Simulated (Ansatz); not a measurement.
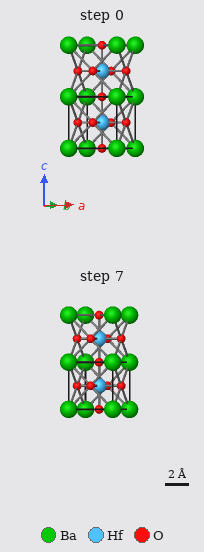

The structure of a crystal of BaHfO3 (built on the cubic perovskite type) before (top) and after (bottom) a relaxation, at one scale.

The picture is a ball-and-stick view of the cell of the calculation, repeated 1 × 1 × 2 with one cell outlined, seen from a free direction.

Method: Ansatz 0.2.0, DFT, PBE, plane waves, PAW. (plane-wave cutoff 420 eV; k-point mesh 6 × 6 × 6; occupations fermi dirac; smearing width 0.02 eV; no spin polarisation; cell and atoms relaxed; force threshold 0.005 eV/Å)

> Describe what moved and what it gained.

Over 5 accepted moves (7 points after the start) the energy falls by 425 meV per atom. All forces vanish by symmetry, so only the cell relaxes. The pressure goes from −23.10 to −0.01 GPa. At 2 points the geometry stayed and the basis and grid were re-selected for the new cell (energy shift of 3.7 meV per atom at most each time). No atom moves by more than 0.005 Å relative to the cell. The drawn cell changes as follows: a = b = c 4.603 → 4.206 Å (−8.6 %); the volume changes by −23.7 %. Some distances before and after: Ba–O 3.255 → 2.974 Å, Hf–O 2.301 → 2.103 Å. The space group stays Pm-3m (No. 221). Cost: 10 s on 2 threads of AMD EPYC 7R13 Processor (Zen 3), with other jobs on the host, peak memory 0.64 GiB.
